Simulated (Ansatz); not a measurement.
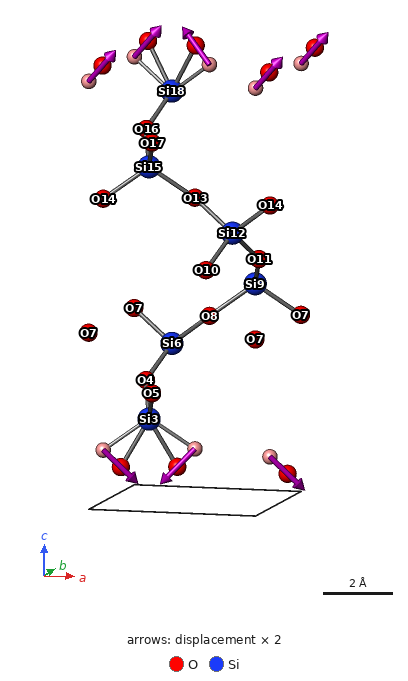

This is a relaxation of a slab of composition Si₃O₇ (cut from the I-42d phase). The starting structure is drawn faded, the final one solid; purple arrows show the displacements, 2 times their true length.

The picture is a ball-and-stick view of the cell of the calculation, outlined in the plane, without the vacuum (origin shifted), seen slightly off an axis.

Case: (0 0 1) slab, atoms relaxed. The slab is the (0 0 1) face of SiO2.

Theory: DFT PBE, scalar-relativistic, plane waves, PAW in Ansatz.

The input:
```yaml
crystal:
  lattice:
    - [5.0267385392, 0.0, 0.0]
    - [0.0, 5.0267385392, 0.0]
    - [0.0, 0.0, 26.0681720115]
  atoms:
    - { symbol: O, position: [0.75, 0.0920112602, 0.2877071701] }
    - { symbol: O, position: [0.25, 0.9079887398, 0.2877071701] }
    - { symbol: Si, position: [0.5, 0.0, 0.3230893084] }
    - { symbol: O, position: [0.4079887398, 0.25, 0.3584714468] }
    - { symbol: O, position: [0.5920112602, 0.75, 0.3584714468] }
    - { symbol: Si, position: [0.5, 0.5, 0.3938535851] }
    - { symbol: O, position: [0.25, 0.5920112602, 0.4292357234] }
    - { symbol: O, position: [0.75, 0.4079887398, 0.4292357234] }
    - { symbol: Si, position: [0.0, 0.5, 0.4646178617] }
    - { symbol: O, position: [0.9079887398, 0.75, 0.5] }
    - { symbol: O, position: [0.0920112602, 0.25, 0.5] }
    - { symbol: Si, position: [0.0, 0.0, 0.5353821383] }
    - { symbol: O, position: [0.75, 0.0920112602, 0.5707642766] }
    - { symbol: O, position: [0.25, 0.9079887398, 0.5707642766] }
    - { symbol: Si, position: [0.5, 0.0, 0.6061464149] }
    - { symbol: O, position: [0.4079887398, 0.25, 0.6415285532] }
    - { symbol: O, position: [0.5920112602, 0.75, 0.6415285532] }
    - { symbol: Si, position: [0.5, 0.5, 0.6769106916] }
    - { symbol: O, position: [0.25, 0.5920112602, 0.7122928299] }
    - { symbol: O, position: [0.75, 0.4079887398, 0.7122928299] }
basis:
  ecutwfc: 420
kpoints:
  mp_grid: { grid: [5, 5, 1] }
hamiltonian:
  xc: pbe
scf:
  occupations: { method: gaussian, width: 0.05 }
output:
  forces: true
  eigenvalues: true
  write_density: true
  write_potential: true
  elf: true
  volumetric_format: npy
relax:
  adjacent_minimum: "off"
  f_tol: 0.02
  max_steps: 60
efield:
  axis: 3
  dipole_correction: true
  ramp_width: 0.04
```

Command:
```bash
ansatz run input.yaml --threads 2 --pin off --max-ram 5120MiB --backend cpu --events-out ev --progress --plain --runs-dir out
```

**Describe the change and its energy.**

The largest moves relative to the layer's centre, 0.73 Å, are those of O1, O2, O19 and O20. O1 goes at 45° to the normal (−c side). Largest moves by element: O 0.73 Å, Si 0.03 Å. The lattice vectors keep their values. Near-neighbour distances that change, for instance: O19–O20 2.678 → 1.642 Å. Bond angles that change, for instance: O1–Si3–O2 110.9° → 60.5°, O1–Si3–O4 108.8° → 121.4°, O1–Si3–O5 108.8° → 119.6°. Over 9 geometry steps the energy falls by 2.429 eV per cell of the calculation. Largest force component: 0.65 eV/Å at the start, 0.0041 eV/Å at the end. The run took 6.7 min on 2 threads of Arm Neoverse V2 (shared host), peak memory 1.2 GiB.
